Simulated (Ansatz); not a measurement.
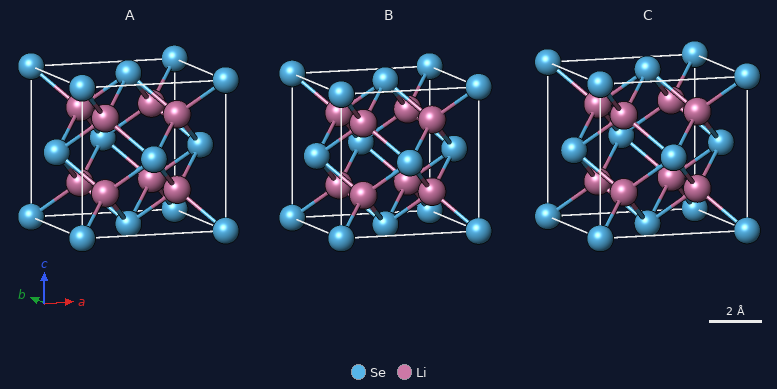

3 geometries from one relaxation of solid Li2Se (built on the antifluorite type), in shuffled order. Style: ball-and-stick. Shown: the conventional cell (4 times the calculation's cell), slightly off an axis. Lengths and directions refer to the drawn axes.

Method: DFT, PBE, plane waves, PAW (Ansatz 0.2.0). (plane-wave cutoff 420 eV; k-point mesh 8 × 8 × 8; occupations fermi dirac; smearing width 0.02 eV; no spin polarisation; cell and atoms relaxed; force threshold 0.005 eV/Å)

**Put them in the order of the run, from the start to the converged end.**

B, A, C. They are steps 0, 1, 4, at +0.261 eV per cell of the calculation, +29.7 meV per cell of the calculation relative to the last. The energy falls by 0.261 eV per cell of the calculation in 3 accepted moves (4 points after the start). All forces vanish by symmetry, so only the cell relaxes. Pressure: 10.00 GPa at the start and −0.01 GPa at the end. At 1 point the geometry stayed and the basis and grid were re-selected for the new cell (energy shift of 0.2 meV per cell of the calculation at most each time). The atoms keep their places relative to the cell (all moves are under 0.005 Å). Cell: a = b = c 5.617 → 6.007 Å (+6.9 %). Volume +22.3 %. Among the contacts that change: Li–Se 2.432 → 2.601 Å. The space group stays Fm-3m (No. 225). The run took 6.1 s on 2 threads of Arm Neoverse N1 (shared host), peak memory 0.33 GiB.
